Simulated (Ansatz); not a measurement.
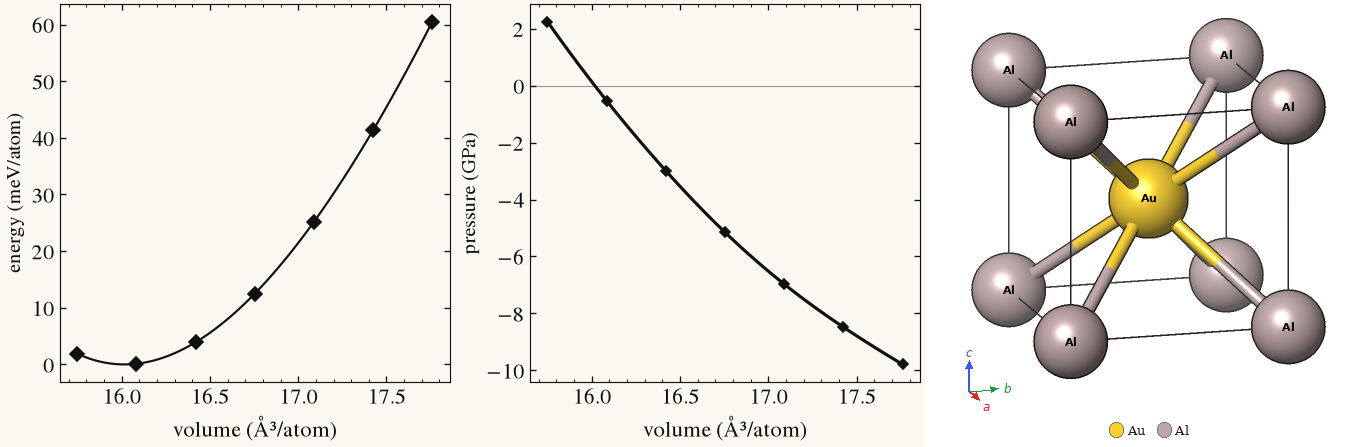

Computed with Ansatz 0.2.0: all-electron LAPW DFT, no spin polarisation; energies at scaled volumes of the given cell, shape and fractions fixed, counted from the fit's minimum, third-order Birch-Murnaghan fit. Level: PBEsol.

```
         setting                                   value
          k mesh                                   8×8×8
     occupations                             Fermi–Dirac
  smearing width                                 0.05 eV
      potentials  all electron LAPW, scalar relativistic
program settings               basis error eV/atom 0.001
```

Cell as given: a = 3.224 Å, b = 3.224 Å, c = 3.224 Å, α = 90.00°, β = 90.00°, γ = 90.00°; 2 atoms.

Caption: Energy and pressure against volume for AlAu, space group Pm-3m (No. 221). The conventional cell is drawn beside the plot.

A third-order Birch–Murnaghan fit gives V0 = 16.02 Å³/atom, B0 = 131 GPa and B′ = 6.2. The energy is 1.89 meV/atom at volume 15.75 Å³/atom and 60.53 meV/atom at 17.76 Å³/atom; the lowest computed point is at volume 16.08 Å³/atom (0.15 meV/atom), and no other minimum shows. The pressure falls from 2.25 GPa at volume 15.75 Å³/atom to −9.79 GPa at 17.76 Å³/atom, and changes sign near 16.02 Å³/atom.

Caveats: spin-orbit coupling left out, heavy elements.
